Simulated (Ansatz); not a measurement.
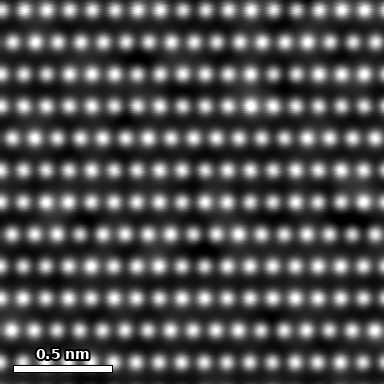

Dark-field STEM-like image of C (P6/mmm, No. 191). The image is simulated as a sum over atoms of Z^1.7, blurred by a 0.67 Å probe (no channelling). The probe carries 15 % of its weight in a tail 2.5 times as wide. A slight drift and the speckle of an amorphous layer were added. Structure used: the input geometry of a calculation; the starting structure was generated, so it need not be a known form of this composition.

```cif
data_structure
_symmetry_space_group_name_H-M 'P6/mmm'
_symmetry_Int_Tables_number 191
_cell_length_a 5.6952
_cell_length_b 5.6952
_cell_length_c 1.2767
_cell_angle_alpha 90.000
_cell_angle_beta 90.000
_cell_angle_gamma 120.000
_cell_volume 35.86
loop_
_atom_site_label
_atom_site_type_symbol
_atom_site_symmetry_multiplicity
_atom_site_Wyckoff_symbol
_atom_site_fract_x
_atom_site_fract_y
_atom_site_fract_z
_atom_site_occupancy
C1 C 1 a 0.00000 0.00000 0.00000 1
C2 C 2 d 0.33333 0.66667 0.50000 1
```

**Which beam direction gives this image, [201], [101], [212] or [102]? (Directions equivalent by symmetry count as one.)**

[102]. The projected cells are 0.63 × 1.67 Å, 101° for [201]; 1.25 × 4.97 Å, 97° for [101]; 1.24 × 2.85 Å, 90° for [212]; 1.16 × 4.93 Å, 90° for [102], and the image repeats as the [102] one does.
